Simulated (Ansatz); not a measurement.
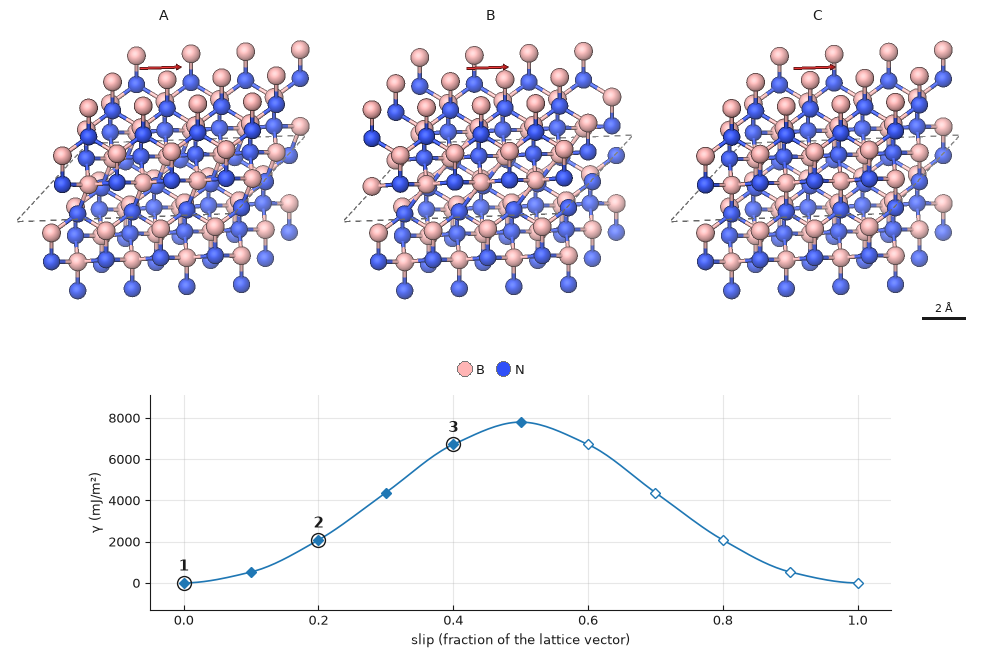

A scan of crystalline BN (P6_3mc): the crystal above a cut along the (0 0 1) plane of the conventional cell (between a plane of N below and one of B above, 1.58 Å apart) is slid rigidly by fractions of an in-plane lattice vector 2.55 Å long (a generalised stacking fault). One cut stands in each cell, which starts 12.7 Å high; nothing is relaxed, and the dashed outline marks the cut, the arrow on top the direction of slip. The frames are shuffled; the numbered points of the plot belong to them. Hollow markers are points alike by symmetry, not computed again. The picture is a ball-and-stick view of the layers on both sides of the cut, seen obliquely from above.

Theory: Ansatz 0.2.0, DFT PBE, scalar-relativistic, plane waves, PAW. Set-up: plane-wave cutoff 420 eV; k-point mesh 10 × 10 × 2; occupations gaussian; smearing width 0.05 eV; no spin polarisation. Energies (free energies at the smearing named) are counted from the relaxed crystal.

Which frame belongs to which numbered point?

Answer. Point 1 is frame C (the slip 0.00, 0 mJ/m²); 2 is frame A (the slip 0.20, 2085 mJ/m²); 3 is frame B (the slip 0.40, 6713 mJ/m²). The curve starts and ends at zero, since a full lattice vector restores the crystal. Its highest computed point is 7796 mJ/m² at slip 0.50, which the unstable stacking-fault energy of this rigid path equals or slightly exceeds. No local minimum shows among the points, so there is no metastable fault on this line. The path is symmetric about half-way. Relaxation across the fault would lower the values.
